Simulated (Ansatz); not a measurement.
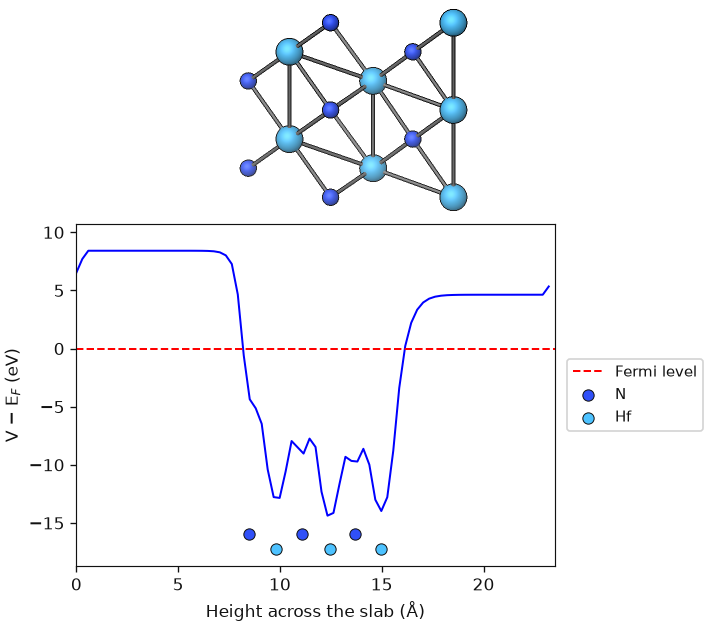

Plane-averaged electrostatic potential energy of an electron across the slab; circles at the bottom mark the heights of the atoms (positions after relaxation). The structure is drawn too.

This input was run:

```
crystal:
  lattice:
    - [3.1830776025, 0.0, 0.0]
    - [-1.5915388013, 2.756626066, 0.0]
    - [0.0, 0.0, 23.4974299482]
  atoms:
    - { symbol: "N", position: [0.3333333333, 0.6666666667, 0.3617416891] }
    - { symbol: Hf, position: [0.6666666667, 0.3333333333, 0.4170450135] }
    - { symbol: "N", position: [0.0, 0.0, 0.4723483378] }
    - { symbol: Hf, position: [0.3333333333, 0.6666666667, 0.5276516622] }
    - { symbol: "N", position: [0.6666666667, 0.3333333333, 0.5829549865] }
    - { symbol: Hf, position: [0.0, 0.0, 0.6382583109] }
basis:
  ecutwfc: 420
kpoints:
  mp_grid: { grid: [9, 9, 1] }
hamiltonian:
  xc: pbesol
scf:
  occupations: { method: gaussian, width: 0.1 }
output:
  forces: true
  eigenvalues: true
relax:
  adjacent_minimum: "off"
  f_tol: 0.03
  max_steps: 70
  constraints: [{ sites: [0, 1, 2] }]
efield:
  axis: 3
  dipole_correction: true
  ramp_width: 0.04
```

Command:
```bash
ansatz run input.yaml --threads 1 --pin off --max-ram 2560MiB --backend cpu --events-out ev --progress --plain --runs-dir out
```

Read off the work function of each face.

The work function is 4.63 eV at the right face and 8.42 eV at the left.

How thick are slab and vacuum?

The outermost atoms are 6.5 Å apart, which leaves 17.0 Å of vacuum in a cell 23.5 Å high.

The electron count is odd and the run has no spin polarisation, so a magnetic state may lie lower. Spin-orbit coupling is left out, which matters for Hf.
